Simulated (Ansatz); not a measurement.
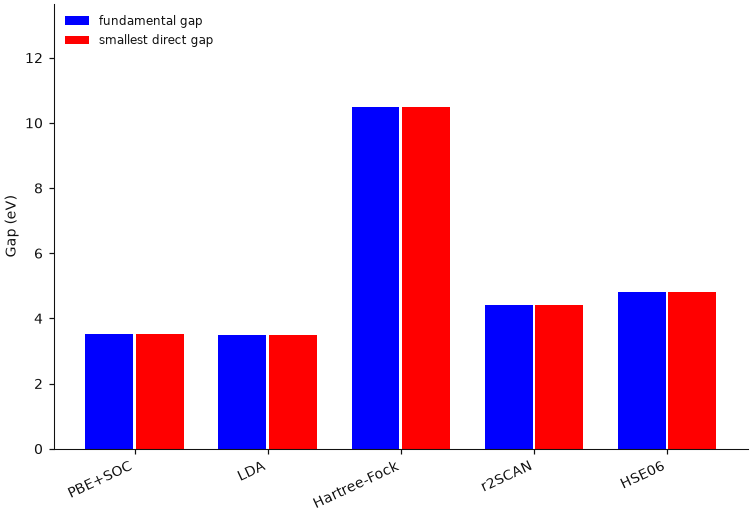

Gaps of NaI, space group F-43m (No. 216), 2 atoms in the cell, zincblende type, at several levels of theory on one cell (Ansatz, plane waves and PAW; edges over the mesh and the special points).

How does the gap depend on the level, and does its kind change?

In rising order: LDA 3.49 eV, PBE+SOC 3.51 eV, r2SCAN 4.42 eV, HSE06 4.81 eV and Hartree-Fock 10.50 eV. It is direct at every level.
